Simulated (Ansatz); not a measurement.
Field-gradient calculation, with input and output: Ga₂₆P₂₇ (charge −3) (part 1 of 2)

- system: Ga₂₆P₂₇ (defect cell, 53 atoms in the cell, total charge −3)
- method: DFT, PBE, plane waves, PAW, no spin polarisation (Ansatz 0.2.0)

The structure derives from an entry of the Crystallography Open Database.

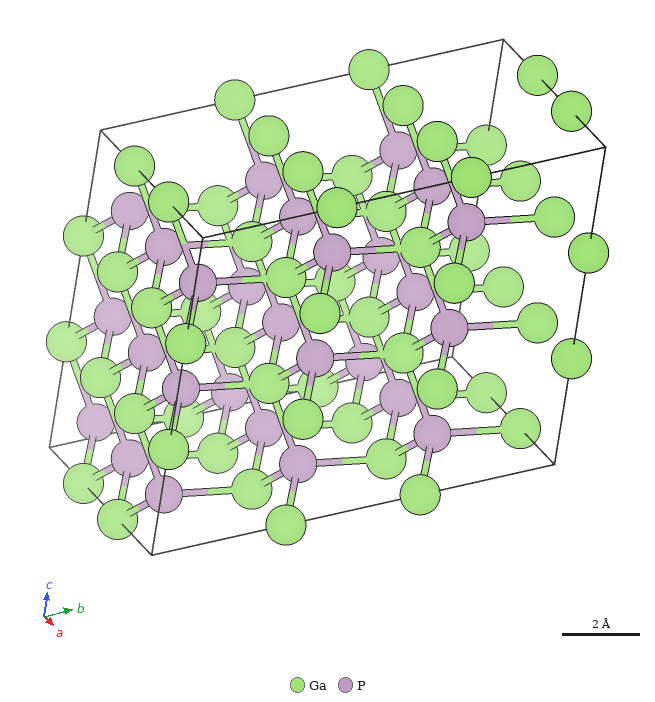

Fig. 1: The structure as given in the input (ball-and-stick view of the cell of the calculation, seen slightly off an axis). An atom can appear more than once, as a periodic image. Near neighbours in the periodic cell (some may lie outside the picture): Ga has 4 P at 2.36 Å; P has 3 Ga at 2.36 Å; P has 4 Ga at 2.36 Å.

### Input file
```yaml
crystal:
  lattice:
    - [0.0, 8.17575, 8.17575]
    - [8.17575, 0.0, 8.17575]
    - [8.17575, 8.17575, 0.0]
  atoms:
    - { symbol: Ga, position: [0.0, 0.0, 0.3333333333] }
    - { symbol: Ga, position: [0.0, 0.0, 0.6666666667] }
    - { symbol: Ga, position: [0.0, 0.3333333333, 0.0] }
    - { symbol: Ga, position: [0.0, 0.3333333333, 0.3333333333] }
    - { symbol: Ga, position: [0.0, 0.3333333333, 0.6666666667] }
    - { symbol: Ga, position: [0.0, 0.6666666667, 0.0] }
    - { symbol: Ga, position: [0.0, 0.6666666667, 0.3333333333] }
    - { symbol: Ga, position: [0.0, 0.6666666667, 0.6666666667] }
    - { symbol: Ga, position: [0.3333333333, 0.0, 0.0] }
    - { symbol: Ga, position: [0.3333333333, 0.0, 0.3333333333] }
    - { symbol: Ga, position: [0.3333333333, 0.0, 0.6666666667] }
    - { symbol: Ga, position: [0.3333333333, 0.3333333333, 0.0] }
    - { symbol: Ga, position: [0.3333333333, 0.3333333333, 0.3333333333] }
    - { symbol: Ga, position: [0.3333333333, 0.3333333333, 0.6666666667] }
    - { symbol: Ga, position: [0.3333333333, 0.6666666667, 0.0] }
    - { symbol: Ga, position: [0.3333333333, 0.6666666667, 0.3333333333] }
    - { symbol: Ga, position: [0.3333333333, 0.6666666667, 0.6666666667] }
    - { symbol: Ga, position: [0.6666666667, 0.0, 0.0] }
    - { symbol: Ga, position: [0.6666666667, 0.0, 0.3333333333] }
    - { symbol: Ga, position: [0.6666666667, 0.0, 0.6666666667] }
    - { symbol: Ga, position: [0.6666666667, 0.3333333333, 0.0] }
    - { symbol: Ga, position: [0.6666666667, 0.3333333333, 0.3333333333] }
    - { symbol: Ga, position: [0.6666666667, 0.3333333333, 0.6666666667] }
    - { symbol: Ga, position: [0.6666666667, 0.6666666667, 0.0] }
    - { symbol: Ga, position: [0.6666666667, 0.6666666667, 0.3333333333] }
    - { symbol: Ga, position: [0.6666666667, 0.6666666667, 0.6666666667] }
    - { symbol: P, position: [0.0833333333, 0.0833333333, 0.0833333333] }
    - { symbol: P, position: [0.0833333333, 0.0833333333, 0.4166666667] }
    - { symbol: P, position: [0.0833333333, 0.0833333333, 0.75] }
    - { symbol: P, position: [0.0833333333, 0.4166666667, 0.0833333333] }
    - { symbol: P, position: [0.0833333333, 0.4166666667, 0.4166666667] }
    - { symbol: P, position: [0.0833333333, 0.4166666667, 0.75] }
    - { symbol: P, position: [0.0833333333, 0.75, 0.0833333333] }
    - { symbol: P, position: [0.0833333333, 0.75, 0.4166666667] }
    - { symbol: P, position: [0.0833333333, 0.75, 0.75] }
    - { symbol: P, position: [0.4166666667, 0.0833333333, 0.0833333333] }
    - { symbol: P, position: [0.4166666667, 0.0833333333, 0.4166666667] }
    - { symbol: P, position: [0.4166666667, 0.0833333333, 0.75] }
    - { symbol: P, position: [0.4166666667, 0.4166666667, 0.0833333333] }
    - { symbol: P, position: [0.4166666667, 0.4166666667, 0.4166666667] }
    - { symbol: P, position: [0.4166666667, 0.4166666667, 0.75] }
    - { symbol: P, position: [0.4166666667, 0.75, 0.0833333333] }
    - { symbol: P, position: [0.4166666667, 0.75, 0.4166666667] }
    - { symbol: P, position: [0.4166666667, 0.75, 0.75] }
    - { symbol: P, position: [0.75, 0.0833333333, 0.0833333333] }
    - { symbol: P, position: [0.75, 0.0833333333, 0.4166666667] }
    - { symbol: P, position: [0.75, 0.0833333333, 0.75] }
    - { symbol: P, position: [0.75, 0.4166666667, 0.0833333333] }
    - { symbol: P, position: [0.75, 0.4166666667, 0.4166666667] }
    - { symbol: P, position: [0.75, 0.4166666667, 0.75] }
    - { symbol: P, position: [0.75, 0.75, 0.0833333333] }
    - { symbol: P, position: [0.75, 0.75, 0.4166666667] }
    - { symbol: P, position: [0.75, 0.75, 0.75] }
total_charge: -3
kpoints:
  mp_grid: { grid: [3, 3, 3] }
scf:
  occupations: { method: fermi_dirac, width: 0.3 }
hamiltonian:
  xc: pbe
  pseudopotentials: { kind: paw }
output:
  forces: true
  stress: true
  populations: true
  efg: { quadrupole_moments_barn: { Ga: 0.107 }, contact_densities: true }
```

Command:
```bash
ansatz run input.yaml --threads 4 --pin off --max-ram 8192MiB --backend cpu --events-out ev --progress --plain --runs-dir out
```

### What the program printed
```
band count auto-derived: 317 (N_el = 476.0; filled up to band 238; 291 by the electrons, moments and atoms)
Engine: ansatz 0.2.0, aarch64-unknown-linux-gnu
Pseudopotentials: kind: paw
Pseudopotential: Ga, paw, valence charge 13, recommended cutoff 420 eV (normal), Ga.paw.azcp
Pseudopotential: P, paw, valence charge 5, recommended cutoff 420 eV (normal), P.paw.azcp
Functional definition: PBE
  parameter kappa = 0.804
  parameter beta = 0.06672455060314922
  exchange = pbe_x(kappa = kappa, mu = beta*pi^2/3)
  correlation = pbe_c(beta = beta)
Crystal: 53 atoms, lattice volume = 1092.981 Å³
Basis set: ecut = 420 eV, 21331 PW (Γ), exchange–correlation on 160×160×160 points (8 copies of the dense FFT grid, shifted against one another)
Bands: 317, of which v1, the nominal top of the filled ones, is band 238 counted from 1 (237 counted from 0)
Symmetry: 24 space group operations
Space group: F-43m (ITA 216), of the structure as read, at distance tolerance 1.0e-4 Å
k-points: 4 of 27 (time reversal used)
Non-local potential: Ga, projectors of the file, l = 0: 2, l = 1: 2, l = 2: 3, l = 3: 1
Non-local potential: P, projectors of the file, l = 0: 2, l = 1: 2, l = 2: 2
PAW form: soft (Blöchl's): semilocal exchange-correlation on the pseudo side does not see the compensation charge
PAW one-centre angular grid: Ga, 590 points (default); XC on 64 Gauss nodes
PAW one-centre angular grid: P, 110 points (default); XC on 64 Gauss nodes
Initial density: superposition of atomic densities (neutral atoms scaled as one to the charged cell's electrons: chi_scale 0, normalization atom), corrected by the library's trained network
Initial wavefunctions: pseudopotential atomic-orbital guess
Functional: x = pbe(κ = 0.804, μ = 0.2195149727645171), c = pbe(β = 0.06672455060314922)
SCF iter   1: F=—  HF=-118761.307105 eV  |F-HF|=—  |Δ(HF+E_count)|=         —  Δρ=2.33e-2  dr2=6.01e0  ethr=1.77e-3  ⟨swp⟩=7.8  Hψ=5609  notcnv=0
preconditioner: auto → Resta (q_TF=auto, 2.375 Å⁻¹)  ε∞=4.1  [insulator: Δε(μ)=1.223 eV  Ē_g=13.888 eV  σ=0.300 eV  W_gap=0.77  n_scr=258 (ndim 8)  ℏωp=24.5 eV  f_vac=0.012  D(μ)=2.65/eV (n_scr^D=0)  ε∞_Penn≈4.1]
SCF iter   2: F=—  HF=-118759.517285 eV  |F-HF|=—  |Δ(HF+E_count)|=    1.79e0  Δρ=5.26e-3  dr2=3.32e-1  ethr=1.26e-3  ⟨swp⟩=2.2  Hψ=2729  notcnv=0
preconditioner: auto → LDOS  [insulator: Δε(μ)=0.840 eV  Ē_g=14.352 eV  σ=0.300 eV  W_gap=0.60  n_scr=258 (ndim 8)  ℏωp=24.5 eV  f_vac=0.011  D(μ)=4.40/eV (n_scr^D=14)  ε∞_Penn≈3.9  β→1.0]
SCF iter   3: F=—  HF=-118759.227941 eV  |F-HF|=—  |Δ(HF+E_count)|=   2.89e-1  Δρ=1.42e-3  dr2=4.83e-2  ethr=6.98e-5  ⟨swp⟩=2.0  Hψ=2223  notcnv=0
SCF iter   4: F=—  HF=-118759.226480 eV  |F-HF|=—  |Δ(HF+E_count)|=   1.46e-3  Δρ=7.27e-4  dr2=1.06e-2  ethr=1.02e-5  ⟨swp⟩=2.0  Hψ=2348  notcnv=0
SCF iter   5: F=—  HF=-118759.233518 eV  |F-HF|=—  |Δ(HF+E_count)|=   7.04e-3  Δρ=6.54e-4  dr2=1.54e-2  ethr=2.22e-6  ⟨swp⟩=3.0  Hψ=2465  notcnv=0
SCF iter   6: F=—  HF=-118759.230624 eV  |F-HF|=—  |Δ(HF+E_count)|=   2.89e-3  Δρ=6.03e-5  dr2=1.51e-4  ethr=2.22e-6  ⟨swp⟩=2.0  Hψ=2355  notcnv=0
SCF iter   7: F=—  HF=-118759.230560 eV  |F-HF|=—  |Δ(HF+E_count)|=   6.38e-5  Δρ=2.46e-5  dr2=2.66e-5  ethr=3.16e-8  ⟨swp⟩=3.0  Hψ=2496  notcnv=0
SCF iter   8: F=—  HF=-118759.231043 eV  |F-HF|=—  |Δ(HF+E_count)|=   4.82e-4  Δρ=7.28e-6  dr2=1.43e-6  ethr=5.59e-9  ⟨swp⟩=2.2  Hψ=2446  notcnv=0
SCF iter   9: F=—  HF=-118759.231043 eV  |F-HF|=—  |Δ(HF+E_count)|=   1.85e-7  Δρ=2.57e-6  dr2=1.14e-7  ethr=3.01e-10  ⟨swp⟩=4.0  Hψ=2884  notcnv=0
SCF iter  10: F=-118759.231043 eV  HF=-118759.231043 eV  |F-HF|=8.82e-9  |Δ(HF+E_count)|=   6.54e-8  Δρ=1.20e-6  dr2=2.19e-8  ethr=2.10e-11  ⟨swp⟩=10.2  Hψ=5720  notcnv=0
SCF 1 converged in 10 iterations: F = -118759.231043 eV  dr2 = 2.19e-8
  greatest PAW one-centre occupation: 0.994 electrons in one spin orbital (limit 2), on the Ga atom at site 5 (counted from 0), in its partial waves of l = 2
```

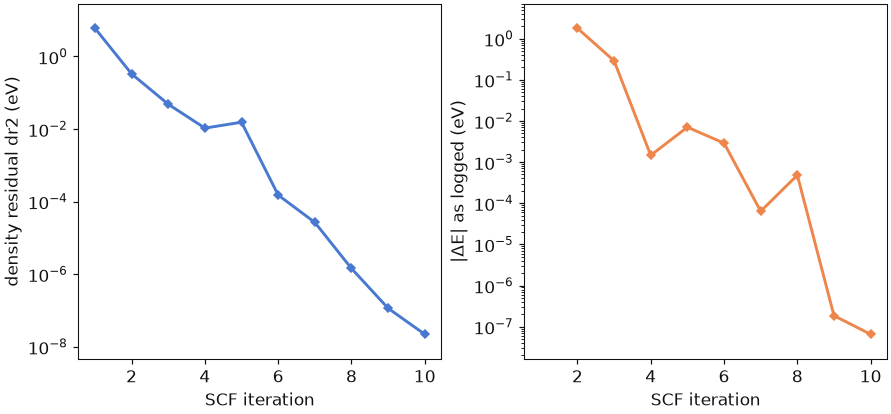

Fig. 2: Convergence of the self-consistent field: density residual dr2 and size of the energy change against the SCF iteration. The residual falls almost steadily, with no more than small rises.

```
SCF converged after 10 iterations
Free energy (F): -118759.231043 eV
Harris-Foulkes:  -118759.231043 eV  (|F-HF|=8.82e-9)
Internal energy: -118757.593366 eV  (E = F + TS)
E sigma→0 (E₀):  -118758.412204 eV
Entropy (-TS):   -1.637677 eV (-30.900 meV/atom)
Fermi energy:    7.911447 eV
--- Per-component energies (eV) ---
  E_band       = -1615.200922
  E_kinetic    = 4945.347048
  E_local      = -58558.202157  (includes V_loc(G=0)·N_el)
  E_nonlocal   = 11968.388941
  E_hartree    = 27054.604042
  E_xc         = -3487.802822
  E_vxc        = -3188.918273  (∫ρ·V_xc dr)
  E_paw        = -67082.098132  (= ΣΔE_a)
  E_vpaw       = -10891.024599  (= ΣTr[D̂ρ^β])
  E_aug_tail   = -0.002702  (compensation charges beyond the density's cutoff)
  E_ewald      = -33597.827582
  E_smearing   = -1.637677  (= −TS)
  E_closure    = -0.000000  (closes the sum)
  E_deformation_potential = -39.571794  (in the stress; not in F)
  Σ components = -118759.231043   (vs F -118759.231043, Δ=0.00e0)
--- Forces (eV/Å), atoms counted from 1 ---
  atom   1  Ga    -0.33618830    -0.33618830     0.65114845
  atom   2  Ga     0.33618830     0.33618830     0.65114845
  atom   3  Ga    -0.33618830     0.65114845    -0.33618830
  atom   4  Ga    -0.09729061     0.09729061     0.09729061
  atom   5  Ga    -0.65114845     0.33618830    -0.33618830
  atom   6  Ga     0.33618830     0.65114845     0.33618830
  atom   7  Ga    -0.65114845    -0.33618830     0.33618830
  atom   8  Ga    -0.10533738     0.10533738     0.10533738
  atom   9  Ga     0.65114845    -0.33618830    -0.33618830
  atom  10  Ga     0.09729061    -0.09729061     0.09729061
  atom  11  Ga     0.33618830    -0.65114845    -0.33618830
  atom  12  Ga     0.09729061     0.09729061    -0.09729061
  atom  13  Ga    -0.09729061    -0.09729061    -0.09729061
  atom  14  Ga     0.00000000     0.00000000    -0.09647670
  atom  15  Ga     0.33618830    -0.33618830    -0.65114845
  atom  16  Ga     0.00000000    -0.09647670     0.00000000
  atom  17  Ga     0.09647670    -0.00000000    -0.00000000
  atom  18  Ga     0.65114845     0.33618830     0.33618830
  atom  19  Ga    -0.33618830    -0.65114845     0.33618830
  atom  20  Ga     0.10533738    -0.10533738     0.10533738
  atom  21  Ga    -0.33618830     0.33618830    -0.65114845
  atom  22  Ga    -0.09647670    -0.00000000     0.00000000
  atom  23  Ga     0.00000000     0.09647670     0.00000000
  atom  24  Ga     0.10533738     0.10533738    -0.10533738
  atom  25  Ga     0.00000000     0.00000000     0.09647670
  atom  26  Ga    -0.10533738    -0.10533738    -0.10533738
  atom  27  P     -0.31839818    -0.31839818    -0.31839818
  atom  28  P     -0.00000000    -0.00000000    -0.24156929
  atom  29  P      0.31839818     0.31839818    -0.31839818
  atom  30  P     -0.00000000    -0.24156929    -0.00000000
  atom  31  P      0.24156929     0.00000000     0.00000000
  atom  32  P      0.09552221    -0.09552221     0.06137353
  atom  33  P      0.31839818    -0.31839818     0.31839818
  atom  34  P      0.09552221     0.06137353    -0.09552221
  atom  35  P     -0.06137353    -0.09552221    -0.09552221
  atom  36  P     -0.24156929     0.00000000     0.00000000
  atom  37  P     -0.00000000     0.24156929     0.00000000
  atom  38  P     -0.09552221     0.09552221     0.06137353
  atom  39  P     -0.00000000     0.00000000     0.24156929
  atom  40  P      0.02397652     0.02397652     0.02397652
  atom  41  P     -0.02397652    -0.02397652     0.02397652
  atom  42  P     -0.09552221     0.06137353     0.09552221
  atom  43  P     -0.02397652     0.02397652    -0.02397652
  atom  44  P     -0.06137353     0.09552221     0.09552221
  atom  45  P     -0.31839818     0.31839818     0.31839818
  atom  46  P      0.06137353     0.09552221    -0.09552221
  atom  47  P     -0.09552221    -0.06137353    -0.09552221
  atom  48  P      0.06137353    -0.09552221     0.09552221
  atom  49  P      0.02397652    -0.02397652    -0.02397652
  atom  50  P      0.09552221    -0.06137353     0.09552221
  atom  51  P     -0.09552221    -0.09552221    -0.06137353
  atom  52  P      0.09552221     0.09552221    -0.06137353
  atom  53  P     -0.00000000     0.00000000    -0.00000000
  max |Σ_I F_I| component: 7.08e-16 eV/Å
--- Stress (GPa, compression-positive) ---
        1.644230      -0.000000      -0.000000
       -0.000000       1.644230       0.000000
       -0.000000       0.000000       1.644230
  P = ⅓ Tr σ = 1.6442 GPa (16.442 kbar)
--- PAW observables at the nuclei: V_zz in 10²¹ V/m², potentials from the cell's mean, atoms counted from 1 ---
  atom   1  Ga V_zz =    -2.451612   η = 0.4860   by run symmetry: allowed   C_q = -6.3429 MHz
            electrostatic potential = -4130.091105 V   contact ρ = 187416.218329 e/Å³
  atom   2  Ga V_zz =    -2.451612   η = 0.4860   by run symmetry: allowed   C_q = -6.3429 MHz
            electrostatic potential = -4130.091105 V   contact ρ = 187416.218329 e/Å³
  atom   3  Ga V_zz =    -2.451612   η = 0.4860   by run symmetry: allowed   C_q = -6.3429 MHz
            electrostatic potential = -4130.091105 V   contact ρ = 187416.218329 e/Å³
  atom   4  Ga V_zz =    +0.600984   η = 0.0000   by run symmetry: allowed   C_q = +1.5549 MHz
            electrostatic potential = -4129.794713 V   contact ρ = 187416.068788 e/Å³
  atom   5  Ga V_zz =    -2.451612   η = 0.4860   by run symmetry: allowed   C_q = -6.3429 MHz
            electrostatic potential = -4130.091105 V   contact ρ = 187416.218329 e/Å³
  atom   6  Ga V_zz =    -2.451612   η = 0.4860   by run symmetry: allowed   C_q = -6.3429 MHz
            electrostatic potential = -4130.091105 V   contact ρ = 187416.218329 e/Å³
  atom   7  Ga V_zz =    -2.451612   η = 0.4860   by run symmetry: allowed   C_q = -6.3429 MHz
            electrostatic potential = -4130.091105 V   contact ρ = 187416.218329 e/Å³
  atom   8  Ga V_zz =    +0.561361   η = 0.0000   by run symmetry: allowed   C_q = +1.4524 MHz
            electrostatic potential = -4129.809919 V   contact ρ = 187416.167443 e/Å³
  atom   9  Ga V_zz =    -2.451612   η = 0.4860   by run symmetry: allowed   C_q = -6.3429 MHz
            electrostatic potential = -4130.091105 V   contact ρ = 187416.218329 e/Å³
  atom  10  Ga V_zz =    +0.600984   η = 0.0000   by run symmetry: allowed   C_q = +1.5549 MHz
            electrostatic potential = -4129.794713 V   contact ρ = 187416.068788 e/Å³
  atom  11  Ga V_zz =    -2.451612   η = 0.4860   by run symmetry: allowed   C_q = -6.3429 MHz
            electrostatic potential = -4130.091105 V   contact ρ = 187416.218329 e/Å³
  atom  12  Ga V_zz =    +0.600984   η = 0.0000   by run symmetry: allowed   C_q = +1.5549 MHz
            electrostatic potential = -4129.794713 V   contact ρ = 187416.068788 e/Å³
  atom  13  Ga V_zz =    +0.600984   η = 0.0000   by run symmetry: allowed   C_q = +1.5549 MHz
            electrostatic potential = -4129.794713 V   contact ρ = 187416.068788 e/Å³
  atom  14  Ga V_zz =    -0.327259   η = 0.8893   by run symmetry: allowed   C_q = -0.8467 MHz
            electrostatic potential = -4129.720963 V   contact ρ = 187416.212036 e/Å³
  atom  15  Ga V_zz =    -2.451612   η = 0.4860   by run symmetry: allowed   C_q = -6.3429 MHz
            electrostatic potential = -4130.091105 V   contact ρ = 187416.218329 e/Å³
  atom  16  Ga V_zz =    -0.327259   η = 0.8893   by run symmetry: allowed   C_q = -0.8467 MHz
            electrostatic potential = -4129.720963 V   contact ρ = 187416.212036 e/Å³
  atom  17  Ga V_zz =    -0.327259   η = 0.8893   by run symmetry: allowed   C_q = -0.8467 MHz
            electrostatic potential = -4129.720963 V   contact ρ = 187416.212036 e/Å³
  atom  18  Ga V_zz =    -2.451612   η = 0.4860   by run symmetry: allowed   C_q = -6.3429 MHz
            electrostatic potential = -4130.091105 V   contact ρ = 187416.218329 e/Å³
  atom  19  Ga V_zz =    -2.451612   η = 0.4860   by run symmetry: allowed   C_q = -6.3429 MHz
            electrostatic potential = -4130.091105 V   contact ρ = 187416.218329 e/Å³
  atom  20  Ga V_zz =    +0.561361   η = 0.0000   by run symmetry: allowed   C_q = +1.4524 MHz
            electrostatic potential = -4129.809919 V   contact ρ = 187416.167443 e/Å³
  atom  21  Ga V_zz =    -2.451612   η = 0.4860   by run symmetry: allowed   C_q = -6.3429 MHz
            electrostatic potential = -4130.091105 V   contact ρ = 187416.218329 e/Å³
  atom  22  Ga V_zz =    -0.327259   η = 0.8893   by run symmetry: allowed   C_q = -0.8467 MHz
            electrostatic potential = -4129.720963 V   contact ρ = 187416.212036 e/Å³
  atom  23  Ga V_zz =    -0.327259   η = 0.8893   by run symmetry: allowed   C_q = -0.8467 MHz
            electrostatic potential = -4129.720963 V   contact ρ = 187416.212036 e/Å³
  atom  24  Ga V_zz =    +0.561361   η = 0.0000   by run symmetry: allowed   C_q = +1.4524 MHz
            electrostatic potential = -4129.809919 V   contact ρ = 187416.167443 e/Å³
  atom  25  Ga V_zz =    -0.327259   η = 0.8893   by run symmetry: allowed   C_q = -0.8467 MHz
            electrostatic potential = -4129.720963 V   contact ρ = 187416.212036 e/Å³
  atom  26  Ga V_zz =    +0.561361   η = 0.0000   by run symmetry: allowed   C_q = +1.4524 MHz
            electrostatic potential = -4129.809919 V   contact ρ = 187416.167443 e/Å³
  atom  27  P  V_zz =    -5.523730   η = 0.0000   by run symmetry: allowed
            electrostatic potential = -1495.164307 V   contact ρ = 16022.547846 e/Å³
  atom  28  P  V_zz =    -1.236834   η = 0.5722   by run symmetry: allowed
            electrostatic potential = -1494.365583 V   contact ρ = 16019.776168 e/Å³
  atom  29  P  V_zz =    -5.523730   η = 0.0000   by run symmetry: allowed
            electrostatic potential = -1495.164307 V   contact ρ = 16022.547846 e/Å³
  atom  30  P  V_zz =    -1.236834   η = 0.5722   by run symmetry: allowed
            electrostatic potential = -1494.365583 V   contact ρ = 16019.776168 e/Å³
  atom  31  P  V_zz =    -1.236834   η = 0.5722   by run symmetry: allowed
            electrostatic potential = -1494.365583 V   contact ρ = 16019.776168 e/Å³
  atom  32  P  V_zz =    +0.728170   η = 0.2751   by run symmetry: allowed
            electrostatic potential = -1494.240542 V   contact ρ = 16019.513240 e/Å³
  atom  33  P  V_zz =    -5.523730   η = 0.0000   by run symmetry: allowed
            electrostatic potential = -1495.164307 V   contact ρ = 16022.547846 e/Å³
  atom  34  P  V_zz =    +0.728170   η = 0.2751   by run symmetry: allowed
            electrostatic potential = -1494.240542 V   contact ρ = 16019.513240 e/Å³
  atom  35  P  V_zz =    +0.728170   η = 0.2751   by run symmetry: allowed
            electrostatic potential = -1494.240542 V   contact ρ = 16019.513240 e/Å³
  atom  36  P  V_zz =    -1.236834   η = 0.5722   by run symmetry: allowed
            electrostatic potential = -1494.365583 V   contact ρ = 16019.776168 e/Å³
  atom  37  P  V_zz =    -1.236834   η = 0.5722   by run symmetry: allowed
            electrostatic potential = -1494.365583 V   contact ρ = 16019.776168 e/Å³
  atom  38  P  V_zz =    +0.728170   η = 0.2751   by run symmetry: allowed
            electrostatic potential = -1494.240542 V   contact ρ = 16019.513240 e/Å³
  atom  39  P  V_zz =    -1.236834   η = 0.5722   by run symmetry: allowed
            electrostatic potential = -1494.365583 V   contact ρ = 16019.776168 e/Å³
  atom  40  P  V_zz =    -0.067136   η = 0.0000   by run symmetry: allowed
            electrostatic potential = -1494.100588 V   contact ρ = 16019.535361 e/Å³
  atom  41  P  V_zz =    -0.067136   η = 0.0000   by run symmetry: allowed
            electrostatic potential = -1494.100588 V   contact ρ = 16019.535361 e/Å³
```
